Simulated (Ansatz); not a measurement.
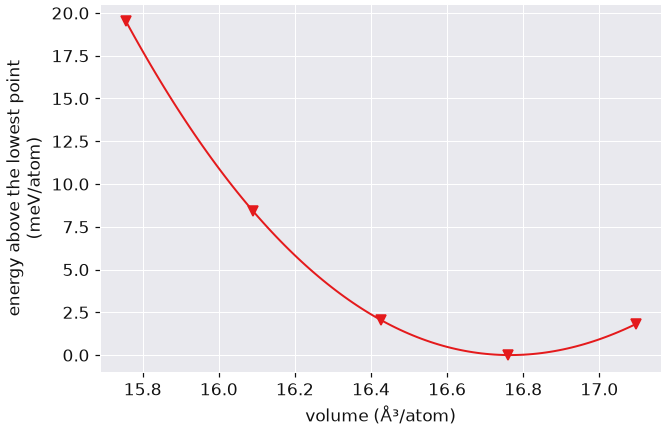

The figure shows the energy above the lowest point against volume for SnO, space group Fm-3m (No. 225) (one of a set of cubic test structures, which need not be the stable phase).

Computed with Ansatz 0.2.0 development build: equation of state of a cubic crystal from periodic Kohn-Sham density functional theory without spin, third-order Birch-Murnaghan fit to the free energies; pressure corrected for the finite basis. Level: PBE.

structure type rock salt; atoms in cell 2; space group number 225; lattice centring face-centred primitive; k mesh 19×19×19; occupation method Fermi–Dirac; occupation width 0.06123 eV; wave cutoff 700 eV; datasets soft-1 PAW; density tolerance 1e−09 eV; bands 14; density cutoff ratio 4; search for lower states default.

From this curve and the settings, what does the calculation give for the pressure at the same points?

The pressure falls from 6.552 GPa at volume 15.76 Å³/atom to −1.728 GPa at 17.10 Å³/atom, and changes sign near 16.76 Å³/atom.

```tsv
volume (Å³/atom)	pressure (GPa)
15.76	6.552
16.09	4.138
16.43	1.972
16.76	0.020
17.10	-1.728
```

Limits of the calculation: cubic model structure, not the ambient form.
